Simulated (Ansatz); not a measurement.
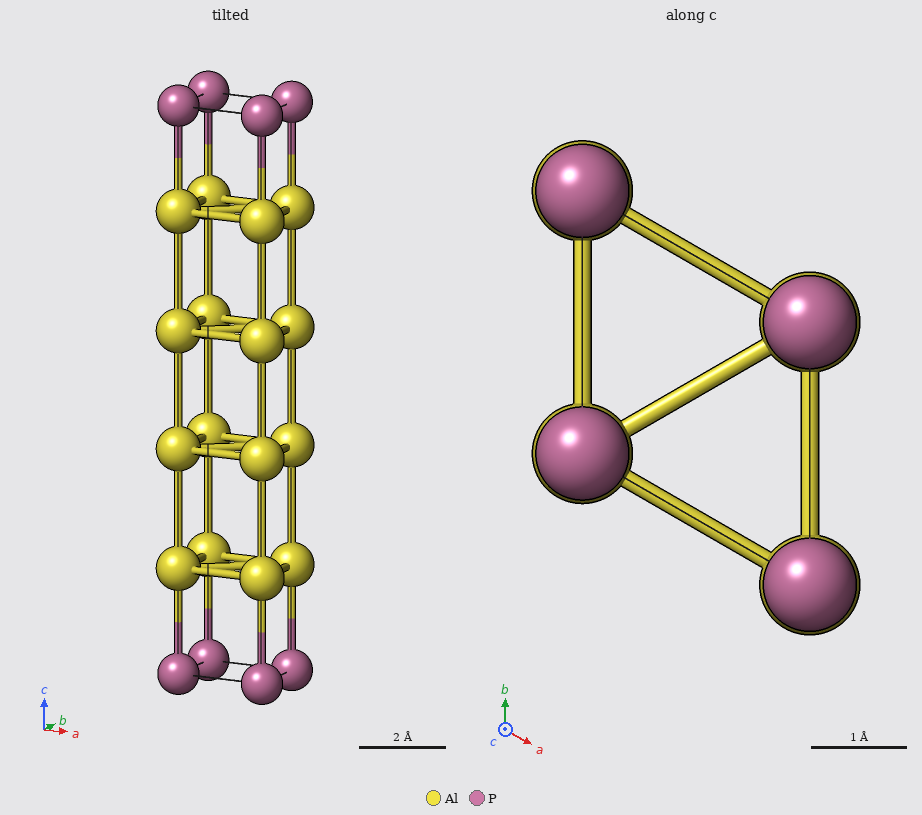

Crystal structure, ball-and-stick style, seen slightly off an axis and along the c axis. The lines enclose the conventional unit cell; boundary atoms appear with their images. Cell: a = 2.76 Å, b = 2.76 Å, c = 13.46 Å, α = 90.00°, β = 90.00°, γ = 120.00°.

The structure comes from a random cell made by a generator, so it need not be a real form of the compound. Earlier steps of the study may have refined or changed the cell and positions. It went into a calculation with Ansatz.

Q: Describe the arrangement of the atoms.

A: The stoichiometry is Al$_{4}$P. Its lattice is primitive hexagonal, its space group P6/mmm (No. 191). Atoms per cell: 5 (4 Al, 1 P). The coordination shell of P holds two Al in a linear arrangement at about 2.5 Å. Al takes two kinds of site: 2e with eight Al at about 2.8 Å; 2e with seven Al and one P (about 2.8 Å to Al, 2.5 Å to P). The bonds build a three-dimensional framework.

Results below were computed with DFT PBE, scalar-relativistic, plane waves, PAW (Ansatz 0.2.0); the settings were a basis cut at 420 eV, an 18×18×4 k-point grid, Gaussian smearing of 0.1 eV, no spin polarisation.

Q: What is the electronic character?

A: A metal: bands cross the Fermi level.

Q: How are the electrons shared out in a Bader analysis?

A: Al -0.01 to +0.36 e; P -0.72 e.

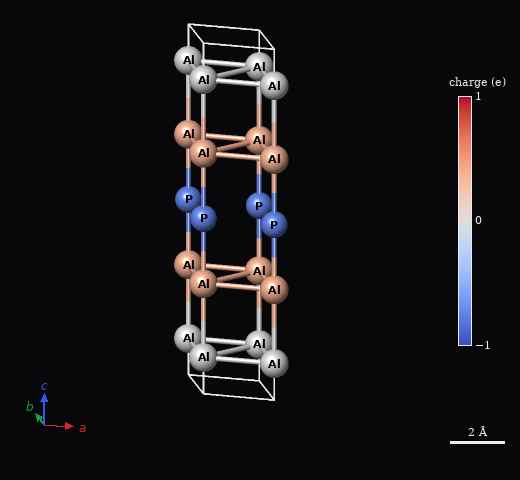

The atoms coloured by those charges. The run's cell of 5 atoms is drawn, so axes and origin can differ from the first picture.

Q: Can this geometry be taken as optimised?

A: Yes. All forces vanish to within 0.01 eV/Å. The pressure is 0.0 GPa, close to zero.
